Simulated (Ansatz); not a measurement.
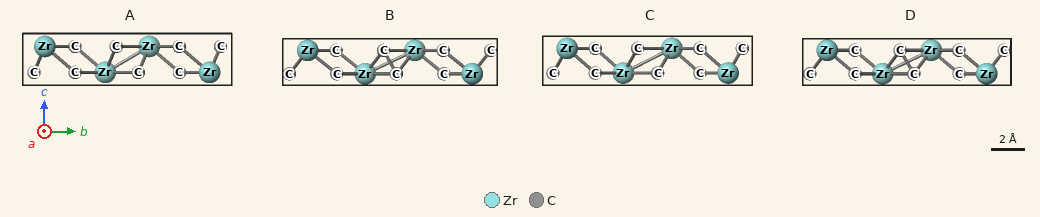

4 geometries from one relaxation of crystalline ZrC2 (a generated structure, set up in Cmcm) (coarse preliminary run), in shuffled order. Style: ball-and-stick. Shown: the conventional cell (2 times the calculation's cell), along the a axis. Lengths and directions refer to the drawn axes.

Case: Si → C on all its sites, cell and atoms relaxed.

Theory: DFT PBE, scalar-relativistic, plane waves, PAW (Ansatz). Set-up: plane-wave cutoff 420 eV; k-point mesh 6 × 6 × 6; occupations gaussian; smearing width 0.1 eV; no spin polarisation; cell and atoms relaxed; force threshold 0.05 eV/Å; at most 60 steps.

> Order the frames from highest to lowest energy.

A, C, D, B. They are steps 0, 1, 2, 7, at +332 meV per atom, +157 meV per atom, +17.1 meV per atom relative to the last. The largest moves relative to the cell, 0.31 Å, are those of C atoms. Largest moves by element: C 0.31 Å, Zr 0.14 Å. Cell: a 3.259 → 3.139 Å (−3.7 %), b 13.006 → 13.348 Å (+2.6 %), c 3.236 → 2.907 Å (−10.2 %). Volume −11.2 %. Among the contacts that change: C–C 2.127 → 1.661 Å, Zr–Zr 3.236 → 2.907 Å, Zr–Zr 3.182 → 3.417 Å, C–Zr 2.485 → 2.324 Å. Bond angles that change, for instance: Zr–C–Zr 147.0° → 123.7°, Zr–C–Zr 85.0° → 73.6°, Zr–C–Zr 130.1° → 140.6°. The space group stays Cmcm (No. 63). The energy falls by 332 meV per atom in 6 accepted moves (7 points after the start). The largest force component goes from 2.2 to 0.0047 eV/Å. The pressure goes from −17.21 to −0.15 GPa. The SCF was repeated once at an unchanged geometry on a basis and grid sized afresh for the cell, which shifted the energy by 1.0 meV per atom at most.
